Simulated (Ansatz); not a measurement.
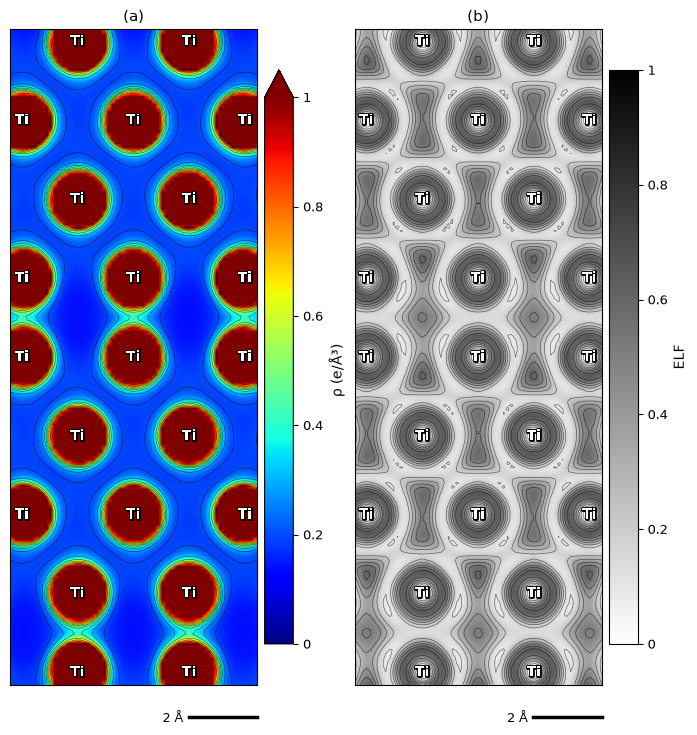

Ti. (a) valence electron density; (b) electron localisation function on the (010) plane of the conventional cell.

Space group Fmmm; not relaxed (largest force 1.3 eV/Å); computed without spin polarisation.

Method: DFT r2SCAN, scalar-relativistic, plane waves, PAW (Ansatz).

In a PAW calculation such maps are meaningful between the atoms, not at the nuclei.

**Read the bonding off the picture.**

- The plane passes through Ti nuclei.
- Ti–Ti (2.30 Å): ρ at the midpoint is about 0.41 e/Å³; the ELF is about 0.15 at the midpoint: no shared electron pair shows on this line.
- Between the atoms the lowest density in this plane is 0.14 e/Å³.
- The features right at Ti lie inside the PAW spheres, where the map follows smoothed inner orbitals and isn't to be read closely.

**Does the calculation make it a metal, or give it a gap?**

It is gapless in this calculation (a metal or semimetal).
